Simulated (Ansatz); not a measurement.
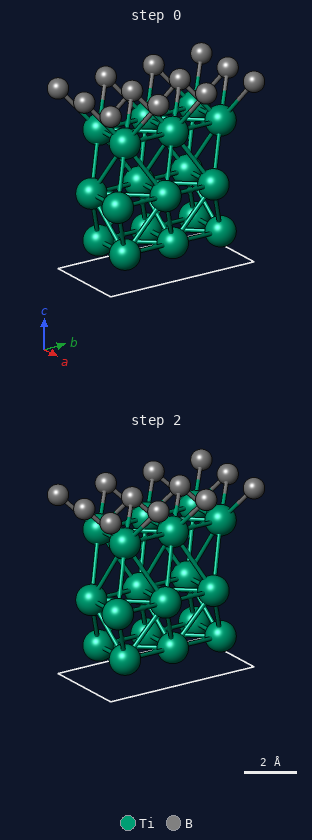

The structure of a slab of composition Ti3B (cut from the P6_3/mmc phase) before (top) and after (bottom) a constrained relaxation, at one scale.

Style: ball-and-stick. Shown: the 2 × 3 repeat of the cell, outlined in the plane, without the vacuum, slightly off an axis.

Case: B put at a hollow Ti-Ti-Ti site. The slab is the (0 0 1) face of Ti with B on it. 1 atoms are held fixed.

The calculation used Ansatz 0.2.0, DFT r2SCAN, scalar-relativistic, plane waves, PAW.

Input file:
```yaml
crystal:
  lattice:
    - [2.9357969418, 0.0, 0.0]
    - [-1.4678984709, 2.542474732, 0.0]
    - [0.0, 0.0, 23.6361929089]
  atoms:
    - { symbol: Ti, position: [0.3333333333, 0.6666666667, 0.3596179821] }
    - { symbol: Ti, position: [0.6666666667, 0.3333333333, 0.4531964174] }
    - { symbol: Ti, position: [0.3333333333, 0.6666666667, 0.5467425937] }
    - { symbol: B, position: [0.0, 0.0, 0.62120467] }
basis:
  ecutwfc: 500
kpoints:
  mp_grid: { grid: [12, 12, 1] }
hamiltonian:
  xc: r2scan
scf:
  occupations: { method: gaussian, width: 0.1 }
output:
  forces: true
  eigenvalues: true
relax:
  adjacent_minimum: "off"
  f_tol: 0.03
  max_steps: 70
  constraints: [{ sites: [0] }]
efield:
  axis: 3
  dipole_correction: true
  ramp_width: 0.04
```

Command:
```bash
ansatz run input.yaml --threads 2 --pin off --max-ram 5120MiB --backend cpu --events-out ev --progress --plain --runs-dir out
```

**What changed between the two?**

The largest move is that of Ti3, 0.21 Å along the normal (+c). Largest moves by element: Ti 0.21 Å, B 0.06 Å. The cell stays as it was. Near-neighbour distances that change, for instance: Ti2–Ti3 2.786 → 2.999 Å, Ti3–B4 2.443 → 2.261 Å, Ti1–Ti2 2.787 → 2.742 Å. Among the angles between lasting bonds that change: Ti3–B4–Ti3 73.8° → 81.0°. After 2 geometry steps the energy has fallen by 0.316 eV per cell of the calculation. The largest force component goes from 2.1 to 0.017 eV/Å. The run took 30 s on 2 threads of Intel(R) Xeon(R) Platinum 8259CL CPU @ 2.50GHz (Skylake/Cascade Lake), on a shared host, peak memory 0.88 GiB.

Limits of the set-up: the periodic images lie only 2.9 Å apart, so the values are limited by the cell's size.
